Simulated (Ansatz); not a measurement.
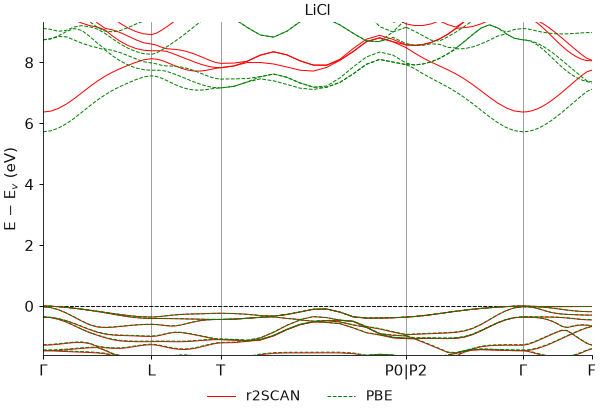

Band structures of LiCl, space group R3m, 6 atoms in the cell, by two methods on the same cell. Each is counted from its own valence-band top.

Q: What changes from one method to the other?

A: r2SCAN gives a gap of 6.37 eV along the path and PBE gives a gap of 5.72 eV along the path. Over the top 3 filled bands the two differ by 0.00 eV on average.

Settings. r2SCAN: DFT r2SCAN, scalar-relativistic, plane waves, PAW, no spin polarisation, 6×6×6 k mesh, 500 eV cutoff, Gaussian smearing of 0.02 eV (Ansatz). PBE: DFT PBE, scalar-relativistic, plane waves, PAW, no spin polarisation, 6×6×6 k mesh, 420 eV cutoff, Gaussian smearing of 0.02 eV (Ansatz).

The structure is an invented one, so it need not be a known or stable phase.
